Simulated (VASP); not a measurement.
# GaP: structure and properties in VASP

How well does r2SCAN + rVV10 reproduce what experiment finds for GaP? The cell is relaxed first, and properties follow on it. The steps: full relaxation (r2SCAN + rVV10), second relaxation, density, ELF and potential (r2SCAN + rVV10), bands along the symmetry lines (r2SCAN + rVV10), density of states (r2SCAN + rVV10), volume scan with r2SCAN + rVV10, fit for r2SCAN + rVV10, independent-particle dielectric function (r2SCAN + rVV10), band structure (r2SCAN + rVV10 + SOC), band structure (HSE06), band structure (TB-mBJ) and total energy, forces and stress (r2SCAN + rVV10), changed input. The start is a cell from a database of measured crystal structures.

Program: VASP 6.6.1. Level of theory: r2SCAN with rVV10; plane waves and PAW (Ga_d, P), in the first sound run; inputs show where later runs differ. Results are calculated unless marked as measured.

The experiments to compare with:

“Phosphorous dimerization in GaP at high pressure” (2017, arxiv:1709.06667) reports for GaP, zinc blende, by single-crystal XRD in diamond anvil cell (single-crystal wafer fragment in neon medium): bulk modulus (zero-pressure bulk modulus, 3rd-order Birch-Murnaghan fit with K' …) 87.5 ± 0.6 GPa [Equation-of-state fit to 14 points with K' fixed at the literature value 4.5].

Most raw output is cut from this account.

**1. Starting point**

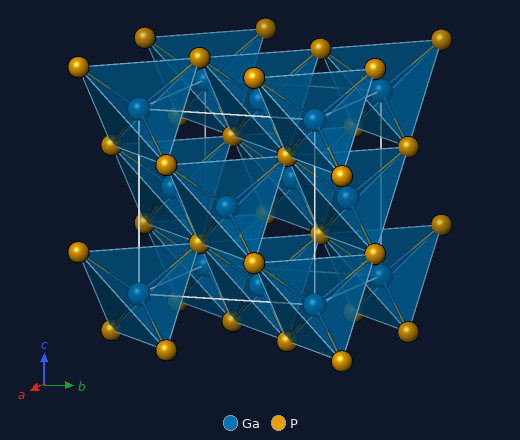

The starting structure, seen slightly off an axis (gallium blue, phosphorus orange). This picture shows the conventional cell, with its axes. Some periodic images of atoms are drawn too.

Coordinates:

```cif
data_structure
_symmetry_space_group_name_H-M 'F-43m'
_symmetry_Int_Tables_number 216
_cell_length_a 5.4505
_cell_length_b 5.4505
_cell_length_c 5.4505
_cell_angle_alpha 90.000
_cell_angle_beta 90.000
_cell_angle_gamma 90.000
_cell_volume 161.92
loop_
_atom_site_label
_atom_site_type_symbol
_atom_site_symmetry_multiplicity
_atom_site_Wyckoff_symbol
_atom_site_fract_x
_atom_site_fract_y
_atom_site_fract_z
_atom_site_occupancy
Ga1 Ga 4 a 0.00000 0.00000 0.00000 1
P1 P 4 d 0.25000 0.25000 0.75000 1
```

**2. Full relaxation (r2SCAN + rVV10)**

The start need not lie at this functional's minimum. ISIF = 3 frees volume, shape and positions, and EDIFFG sets the threshold on forces and stress at which the search stops. r2SCAN adds the kinetic-energy density, costs more than a GGA and is run with LASPH. LUSE_VDW switches on a nonlocal correlation term for dispersion.

INCAR reads:

```
SYSTEM = GaP
PREC = Accurate
ENCUT = 400
EDIFF = 1E-06
NELM = 100
ISMEAR = 0
SIGMA = 0.05
LREAL = .FALSE.
ALGO = Normal
METAGGA = R2SCAN
LUSE_VDW = .TRUE.
IVDW_NL = 2
BPARAM = 11.95
CPARAM = 0.0093
LASPH = .TRUE.
NBANDS = 15
LORBIT = 11
LWAVE = .FALSE.
LCHARG = .FALSE.
KPAR = 2
IBRION = 2
NSW = 60
ISIF = 3
EDIFFG = -0.01
```

POSCAR reads:

```
GaP
1.0
    0.0000000000      2.7252500000      2.7252500000
    2.7252500000      0.0000000000      2.7252500000
    2.7252500000      2.7252500000      0.0000000000
Ga P
1 1
Direct
    0.0000000000      0.0000000000      0.0000000000
    0.2500000000      0.2500000000      0.2500000000
```

KPOINTS reads:

```
Automatic mesh
0
Gamma
7 7 7
0 0 0
```

The projector-augmented-wave data sets are Ga_d and P (PBE family, release 64).

Started as:

```bash
mpirun -np 2 vasp_std
```

It took 5.2 min on 2 MPI ranks of Intel Xeon Platinum 8488C (Sapphire Rapids), shared host; peak memory 0.5 GiB.

The gap is read on the k-mesh alone, so it is an upper bound where the band edges lie off the mesh. The PAW data sets were made with PBE, which is usual practice but a small mismatch for other functionals. The run keeps the 24 symmetry operations of its start, so it cannot find a distortion of lower symmetry.

The steps of the relaxation:

| step | energy less that of the first step (eV) | largest force (eV/Å) | pressure (GPa) | volume (Å³) |
| --- | --- | --- | --- | --- |
| 1 | 0.0000 | 0.0000 | -0.99 | 40.48 |
| 2 | -0.0008 | 0.0000 | 0.68 | 39.76 |
| 3 | -0.0014 | 0.0000 | -0.41 | 40.03 |
| 4 | -0.0013 | 0.0000 | 0.28 | 39.93 |
| 5 | -0.0014 | 0.0000 | 0.11 | 39.97 |
| 6 | -0.0014 | 0.0000 | 0.09 | 39.99 |
| 7 | -0.0014 | 0.0000 | 0.05 | 40.01 |

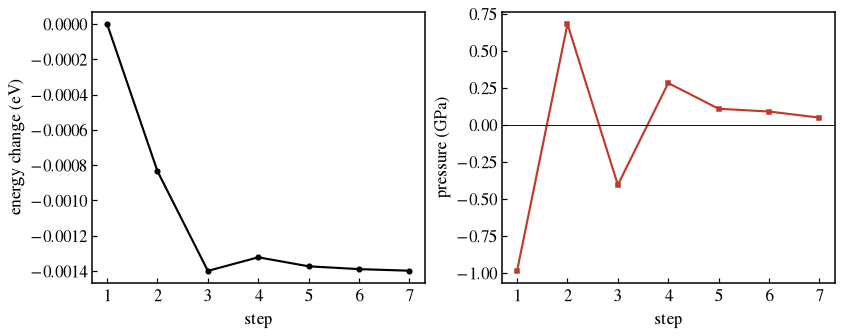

Energy and pressure along the relaxation.

| conventional cell, symmetrised | before | after | change |
| --- | --- | --- | --- |
| a (Å) | 5.451 | 5.429 | -0.4 % |
| b (Å) | 5.451 | 5.429 | -0.4 % |
| c (Å) | 5.451 | 5.429 | -0.4 % |
| volume (Å³/atom) | 20.24 | 20.01 | -1.2 % |

The relaxed structure:

```xyz
2
Lattice="0.0000 2.7147 2.7147 2.7147 0.0000 2.7147 2.7147 2.7147 0.0000" Properties=species:S:1:pos:R:3 pbc="T T T"
Ga    0.0000    0.0000    0.0000
P     1.3573    1.3573    1.3573
```

This step gave:

```yaml
electrons: 18
bands: 15
irreducible_k_points: 20
symmetry_operations: 24
free_energy_toten: -20.94 eV
fermi_energy: 4.826 eV
pressure: 0.04911 GPa
metallic: no
valence_top_at_k: 0, 0, 0
conduction_bottom_at_k: 0.4286, 0.4286, 0
least_direct_gap_at_k: 0, 0, 0
scf_cycles_over_all_ionic_steps: 47
gap_on_the_k_mesh: 1.782 eV
least_direct_gap_on_the_k_mesh: 2.428 eV
```

It ends with forces that vanish by symmetry and a pressure of 0.05 GPa. The volume lies -1.2 % from that of the database's start, which holds the thermal and zero-point expansion of its experiment.

**3. Second relaxation**

The basis stayed that of the start cell while the cell moved. A rerun from the cell reached resets it; the error of the finite cutoff stays.

INCAR is that of step 2.

POSCAR reads:

```
GaP
1.0
    0.0000000000      2.7146945537      2.7146945537
    2.7146945537      0.0000000000      2.7146945537
    2.7146945537      2.7146945537      0.0000000000
Ga P
1 1
Direct
    0.0000000000      0.0000000000      0.0000000000
    0.2500000000      0.2500000000      0.2500000000
```

KPOINTS is that of step 2.

Started as:

```bash
mpirun -np 2 vasp_std
```

Elapsed: 57 s, on 2 MPI ranks; peak memory 0.49 GiB.

Little changed from the start: no atom moved by 0.005 Å and no cell edge by 0.1 %.

This step gave:

- pressure: 0.05428 GPa
- SCF cycles over all ionic steps: 13

It ends with forces that vanish by symmetry and a pressure of 0.05 GPa. The volume moved by under 0.01 %: the run met its threshold at the first step.

**4. Density, ELF and potential (r2SCAN + rVV10)**

The relaxed cell gets a fresh self-consistent run, on a basis set for its own volume, to fix the density and to check the remaining stress.

Edit INCAR of step 3 so:

```diff
@@ -18,7 +18,5 @@
 LWAVE = .FALSE.
-LCHARG = .FALSE.
-KPAR = 2
-IBRION = 2
-NSW = 60
-ISIF = 3
-EDIFFG = -0.01
+LCHARG = .TRUE.
+ISIF = 2
+LELF = .TRUE.
+LVHAR = .TRUE.
```

POSCAR is that of step 3.

KPOINTS is that of step 3.

Started as:

```bash
mpirun -np 2 vasp_std
```

The job ended after 58 s (2 MPI ranks; peak memory 0.39 GiB; 1.9 min of CPU time).

Numbers from this step:

```
SCF cycles   : 13
bands        : 16
Fermi energy : 4.847 eV
pressure     : 0.05012 GPa
```

Valence electrons inside each PAW sphere by angular momentum. Sphere charges, by row:

| atom | s (e) | p (e) | d (e) | tot (e) |
| --- | --- | --- | --- | --- |
| Ga1 | 0.831 | 0.859 | 10.02 | 11.71 |
| P2 | 1.007 | 1.545 | 0 | 2.553 |

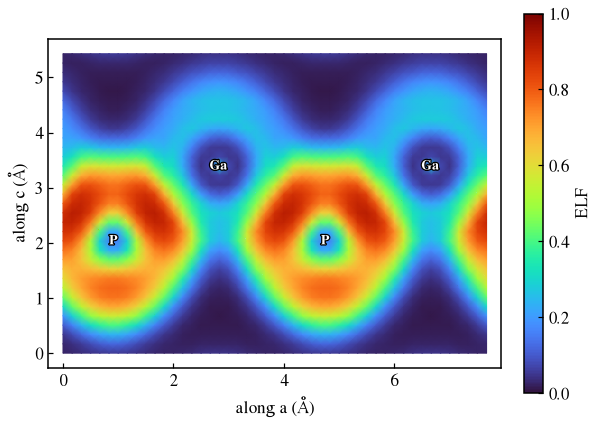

ELF in the ac plane of a cell with a along [110], b along [-110] and c along [001] of the cube at fractional y = 0.000, with atoms of Ga and P within 0.2 Å of it. It is the smooth field of the valence electrons, not physical close to the nuclei. The map starts off the cell's origin, so that atoms lie inside it.

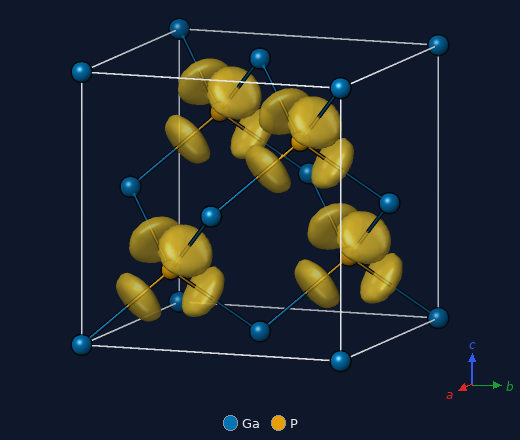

Surface of ELF = 0.83. Bonds to atoms that aren't drawn are left out.

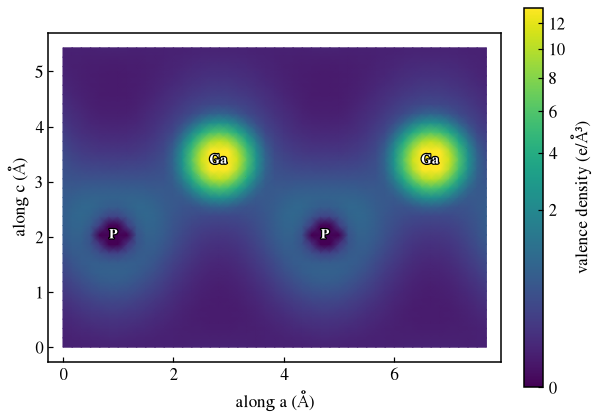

Valence density in the ac plane of a cell with a along [110], b along [-110] and c along [001] of the cube at fractional y = 0.000, with atoms of Ga and P within 0.2 Å of it. It is the smooth field of the valence electrons, not physical close to the nuclei. The map starts off the cell's origin, so that atoms lie inside it. The colour scale is stretched toward low values.

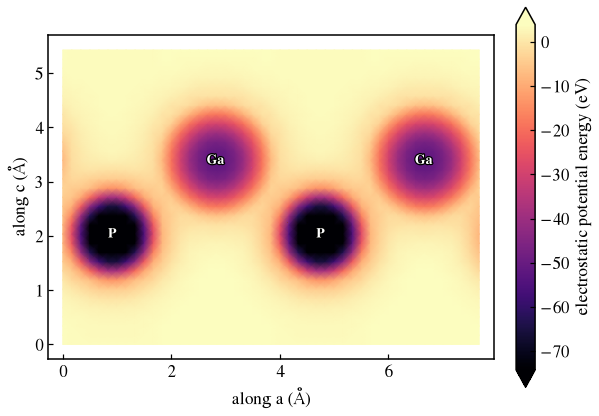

Electrostatic potential energy in the ac plane of a cell with a along [110], b along [-110] and c along [001] of the cube at fractional y = 0.000, with atoms of Ga and P within 0.2 Å of it. With pseudopotentials it is smooth inside the atoms' cores, unlike the true potential. The map starts off the cell's origin, so that atoms lie inside it.

In this run the pressure is 0.05 GPa, small enough to go on.

**5. Bands along the symmetry lines (r2SCAN + rVV10)**

The mesh alone shows little of the dispersion and can miss band extrema, so KPOINTS_OPT adds a path through the symmetry points after the self-consistent cycle.

Edit INCAR of step 4 so:

```diff
@@ -15,8 +15,6 @@
 LASPH = .TRUE.
-NBANDS = 15
+NBANDS = 21
 LORBIT = 11
 LWAVE = .FALSE.
-LCHARG = .TRUE.
-ISIF = 2
-LELF = .TRUE.
-LVHAR = .TRUE.
+LCHARG = .FALSE.
+KPAR = 2
```

POSCAR is that of step 4.

KPOINTS is that of step 4.

KPOINTS_OPT reads:

```
Line mode
16
Line-mode
Reciprocal
  0.00000000   0.00000000   0.00000000 GAMMA
  0.50000000   0.00000000   0.50000000 X

  0.50000000   0.00000000   0.50000000 X
  0.50000000   0.25000000   0.75000000 W

  0.50000000   0.25000000   0.75000000 W
  0.37500000   0.37500000   0.75000000 K

  0.37500000   0.37500000   0.75000000 K
  0.00000000   0.00000000   0.00000000 GAMMA

  0.00000000   0.00000000   0.00000000 GAMMA
  0.50000000   0.50000000   0.50000000 L

  0.50000000   0.50000000   0.50000000 L
  0.62500000   0.25000000   0.62500000 U

  0.62500000   0.25000000   0.62500000 U
  0.50000000   0.25000000   0.75000000 W

  0.50000000   0.25000000   0.75000000 W
  0.50000000   0.50000000   0.50000000 L

  0.50000000   0.50000000   0.50000000 L
  0.37500000   0.37500000   0.75000000 K

  0.62500000   0.25000000   0.62500000 U
  0.50000000   0.00000000   0.50000000 X
```

Started as:

```bash
mpirun -np 2 vasp_std
```

Elapsed: 2.8 min, on 2 MPI ranks; peak memory 0.49 GiB.

Spin-orbit coupling is off here; it would split degenerate levels.

Numbers from this step:

- SCF cycles: 12
- bands: 21
- Fermi energy: 4.856 eV
- pressure: 0.1102 GPa
- least gap on mesh and path: 1.782 eV
- least direct gap on mesh and path: 2.428 eV

The electronic bands at the labelled points (eV, zero at the valence-band top; v1 is the highest filled band, c1 the lowest empty one):

| point | v3 | v2 | v1 | c1 | c2 | c3 | c4 |
| --- | --- | --- | --- | --- | --- | --- | --- |
| Γ | 0.00 | 0.00 | 0.00 | 2.43 | 4.17 | 4.17 | 4.17 |
| X | -7.02 | -2.85 | -2.85 | 1.83 | 2.05 | 11.44 | 11.44 |
| W | -6.80 | -3.78 | -3.62 | 5.00 | 5.35 | 6.52 | 6.60 |
| K | -6.80 | -4.16 | -2.39 | 2.42 | 5.18 | 8.82 | 8.86 |
| Γ | 0.00 | 0.00 | 0.00 | 2.43 | 4.17 | 4.17 | 4.17 |
| L | -6.93 | -1.19 | -1.19 | 2.05 | 5.03 | 5.03 | 8.77 |
| U | -6.80 | -4.16 | -2.39 | 2.42 | 5.18 | 8.82 | 8.86 |
| W | -6.80 | -3.78 | -3.62 | 5.00 | 5.35 | 6.52 | 6.60 |
| L | -6.93 | -1.19 | -1.19 | 2.05 | 5.03 | 5.03 | 8.77 |
| K | -6.80 | -4.16 | -2.39 | 2.42 | 5.18 | 8.82 | 8.86 |
| jump to U | -6.80 | -4.16 | -2.39 | 2.42 | 5.18 | 8.82 | 8.86 |
| X | -7.02 | -2.85 | -2.85 | 1.83 | 2.05 | 11.44 | 11.44 |

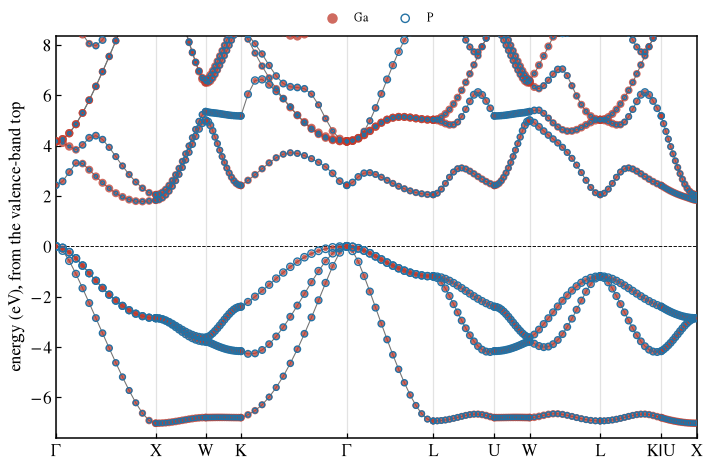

Electronic bands along the path; dots are coloured as in the legend, and their area grows with the weight.

The path finds the gap of the mesh within 0.02 eV, so the mesh comes close to both band edges.

**6. Density of states (r2SCAN + rVV10)**

Here the states are counted by energy and projected on the atoms. The mesh is finer than in the run before.

Edit INCAR of step 5 so:

```diff
@@ -5,3 +5,3 @@
 NELM = 100
-ISMEAR = 0
+ISMEAR = -5
 SIGMA = 0.05
@@ -20 +20,2 @@
 KPAR = 2
+NEDOS = 2001
```

POSCAR is that of step 5.

KPOINTS reads:

```
Automatic mesh
0
Gamma
11 11 11
0 0 0
```

Started as:

```bash
mpirun -np 2 vasp_std
```

It took 84 s on 2 MPI ranks; peak memory 0.53 GiB; 2.8 min of CPU time.

Numbers from this step:

| Quantity | Value |
| --- | --- |
| irreducible k-points | 56 |
| free energy (TOTEN) | -20.95 eV |
| Fermi energy | 4.592 eV |
| pressure | 0.1055 GPa |
| conduction bottom at k | 0.4545, 0.4545, 0 |
| gap on the k-mesh | 1.796 eV |

The density of states has structure finer than the step of the table below, so its rows give means over 2 eV, whole bins alone (the curve runs from -12.0 to 9.72 eV). Peaks (eV: height): total -6.6: 2.39, -2.7: 1.53, 3.3: 2.02, 4.9: 2.11; P p -6.6: 0.362, -3.9: 0.314, -1.6: 0.439, 3.3: 0.221; Ga p -2.7: 0.267, 4.9: 0.400, 6.3: 0.282, 8.4: 0.227; Ga s -10.9: 0.115, -6.7: 0.822, 3.3: 0.349; Ga d -10.0: 0.0803, 3.3: 0.0858, 4.9: 0.0956, 8.4: 0.111.

States under -12.0 eV and over 9.7 eV are left out. Density of states against energy, zero at the valence-band top; means over each step; values in states/eV/cell:

| energy (eV) | total | P p | Ga p | Ga s | Ga d | P s |
| --- | --- | --- | --- | --- | --- | --- |
| -10 | 0.580 | 0.00321 | 0.0290 | 0.0402 | 0.0327 | 0.253 |
| -8 | 0.00113 | 1.7e-4 | 5.2e-6 | 4.8e-4 | 1.1e-5 | 1.5e-5 |
| -6 | 0.776 | 0.120 | 0.0350 | 0.242 | 0.00924 | 0.0429 |
| -4 | 0.710 | 0.166 | 0.104 | 0.0436 | 0.0143 | 0.0223 |
| -2 | 1.33 | 0.407 | 0.227 | 0.0211 | 0.0382 | 0.0110 |
| 0 | 0.177 | 0.0658 | 0.0244 | 0.00116 | 0.00973 | 7.4e-4 |
| 2 | 0.362 | 0.0266 | 0.0316 | 0.0507 | 0.0176 | 0.0214 |
| 4 | 1.32 | 0.139 | 0.164 | 0.147 | 0.0585 | 0.0634 |
| 6 | 1.26 | 0.151 | 0.230 | 0.0441 | 0.0604 | 0.0234 |
| 8 | 1.02 | 0.124 | 0.161 | 0.0177 | 0.0703 | 0.0207 |

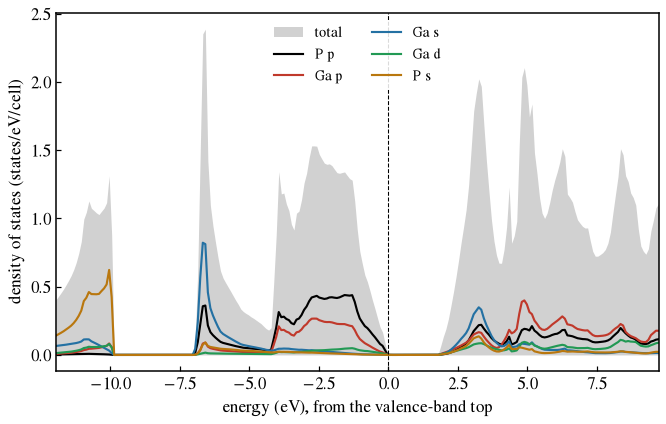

Density of states against energy.

The gap on this mesh is 1.80 eV. In the top eV of the valence band the largest shares in the PAW spheres are P p 37 %, Ga p 14 % and Ga d 6 %; in the lowest eV of the conduction band, Ga s 13 %, Ga p 9 % and P p 6 %. The rest lies in smaller channels or between the spheres.

**7. Volume scan with r2SCAN + rVV10**

An equation of state needs energies on both sides of the minimum, all on one mesh and cutoff.

Edit INCAR of step 6 so:

```diff
@@ -5,3 +5,3 @@
 NELM = 100
-ISMEAR = -5
+ISMEAR = 0
 SIGMA = 0.05
@@ -15,3 +15,3 @@
 LASPH = .TRUE.
-NBANDS = 21
+NBANDS = 15
 LORBIT = 11
@@ -20,2 +20,2 @@
 KPAR = 2
-NEDOS = 2001
+ISIF = 2
```

POSCAR reads:

```
GaP
1.0
    0.0000000000      2.6592770742      2.6592770742
    2.6592770742      0.0000000000      2.6592770742
    2.6592770742      2.6592770742      0.0000000000
Ga P
1 1
Direct
    0.0000000000      0.0000000000      0.0000000000
    0.2500000000      0.2500000000      0.2500000000
```

KPOINTS reads:

```
Automatic mesh
0
Gamma
7 7 7
0 0 0
```

Started as:

```bash
mpirun -np 2 vasp_std
```

Wall time 60 s (2 MPI ranks); peak memory 0.49 GiB; 2 min of CPU time.

The scan keeps the cell's shape and the fractional positions fixed.

This step gave:

```yaml
scf_cycles: 13
bands: 15
irreducible_k_points: 20
free_energy_toten: -20.89 eV
fermi_energy: 5.469 eV
pressure: 6.537 GPa
conduction_bottom_at_k: 0.4286, 0.4286, 0
gap_on_the_k_mesh: 1.664 eV
least_direct_gap_on_the_k_mesh: 2.979 eV
```

The pressure here is 6.54 GPa.

**8. Volume scan with r2SCAN + rVV10 (run 2)**

INCAR is that of step 7.

POSCAR reads:

```
GaP
1.0
    0.0000000000      2.6780049946      2.6780049946
    2.6780049946      0.0000000000      2.6780049946
    2.6780049946      2.6780049946      0.0000000000
Ga P
1 1
Direct
    0.0000000000      0.0000000000      0.0000000000
    0.2500000000      0.2500000000      0.2500000000
```

KPOINTS is that of step 7.

Started as:

```bash
mpirun -np 2 vasp_std
```

Wall time 59 s (2 MPI ranks); peak memory 0.49 GiB.

This step gave:

| Property | Result |
| --- | --- |
| free energy (TOTEN) | -20.92 eV |
| Fermi energy | 5.280 eV |
| pressure | 4.145 GPa |
| gap on the k-mesh | 1.706 eV |
| least direct gap on the k-mesh | 2.790 eV |

The pressure falls from 6.54 to 4.15 GPa.

The run ends at a pressure of 4.15 GPa.

**9. Volume scan with r2SCAN + rVV10 (run 3)**

INCAR is that of step 8.

POSCAR reads:

```
GaP
1.0
    0.0000000000      2.6964745782      2.6964745782
    2.6964745782      0.0000000000      2.6964745782
    2.6964745782      2.6964745782      0.0000000000
Ga P
1 1
Direct
    0.0000000000      0.0000000000      0.0000000000
    0.2500000000      0.2500000000      0.2500000000
```

KPOINTS is that of step 8.

Started as:

```bash
mpirun -np 2 vasp_std
```

Wall time 65 s (2 MPI ranks); peak memory 0.49 GiB.

The pressure falls from 4.15 to 1.99 GPa.

The run ends at a pressure of 1.99 GPa.

**10. Volume scan with r2SCAN + rVV10 (run 4)**

INCAR is that of step 9.

POSCAR reads:

```
GaP
1.0
    0.0000000000      2.7146945537      2.7146945537
    2.7146945537      0.0000000000      2.7146945537
    2.7146945537      2.7146945537      0.0000000000
Ga P
1 1
Direct
    0.0000000000      0.0000000000      0.0000000000
    0.2500000000      0.2500000000      0.2500000000
```

KPOINTS is that of step 9.

Started as:

```bash
mpirun -np 2 vasp_std
```

It took 62 s on 2 MPI ranks; peak memory 0.49 GiB; 2 min of CPU time.

The pressure falls from 1.99 to 0.05 GPa.

The run ends at a pressure of 0.05 GPa.

**11. Volume scan with r2SCAN + rVV10 (run 5)**

INCAR is that of step 10.

POSCAR reads:

```
GaP
1.0
    0.0000000000      2.7326731873      2.7326731873
    2.7326731873      0.0000000000      2.7326731873
    2.7326731873      2.7326731873      0.0000000000
Ga P
1 1
Direct
    0.0000000000      0.0000000000      0.0000000000
    0.2500000000      0.2500000000      0.2500000000
```

KPOINTS is that of step 10.

Started as:

```bash
mpirun -np 2 vasp_std
```

Run time: 58 s. Hardware: 2 MPI ranks; peak memory 0.49 GiB.

The pressure falls from 0.05 to -1.68 GPa, so it vanishes between these two volumes.

**12. Volume scan with r2SCAN + rVV10 (run 6)**

INCAR is that of step 11.

POSCAR reads:

```
GaP
1.0
    0.0000000000      2.7504183156      2.7504183156
    2.7504183156      0.0000000000      2.7504183156
    2.7504183156      2.7504183156      0.0000000000
Ga P
1 1
Direct
    0.0000000000      0.0000000000      0.0000000000
    0.2500000000      0.2500000000      0.2500000000
```

KPOINTS is that of step 11.

Started as:

```bash
mpirun -np 2 vasp_std
```

It took 62 s on 2 MPI ranks; peak memory 0.49 GiB; 2 min of CPU time.

The pressure falls from -1.68 to -3.23 GPa.

The run ends at a pressure of -3.23 GPa.

**13. Volume scan with r2SCAN + rVV10 (run 7)**

A prediction first. A parabola through the 6 pressures of evenly scaled cells so far, P = 0.05 -91.8 t +210 t² GPa with t = ln(V/V₁) and V₁ the volume at scale 1, gives -4.58 GPa at t = +0.0583.

INCAR is that of step 12.

POSCAR reads:

```
GaP
1.0
    0.0000000000      2.7679373759      2.7679373759
    2.7679373759      0.0000000000      2.7679373759
    2.7679373759      2.7679373759      0.0000000000
Ga P
1 1
Direct
    0.0000000000      0.0000000000      0.0000000000
    0.2500000000      0.2500000000      0.2500000000
```

KPOINTS is that of step 12.

Started as:

```bash
mpirun -np 2 vasp_std
```

Elapsed: 45 s, on 2 MPI ranks; peak memory 0.49 GiB.

The pressure falls from -3.23 to -4.60 GPa. The parabola predicted -4.58 GPa, +0.02 GPa off.

(Continued in part 2 of 2.)

[Lines on the potential files, build, host, timing and source positions are cut from VASP's logs without a mark.]

[Logs are printed without paths, hosts, clocks, repeated set-up lines and the standing remarks that a program may print on its own settings, such as how far it seeks lower states.]

[Hosts, paths, dates, database ids (printed as entryN), source tags and the programs' standing remarks are cut or masked in the printed files.]

[A measured line is paired with the nearest computed mode of its activity, which favours agreement.]
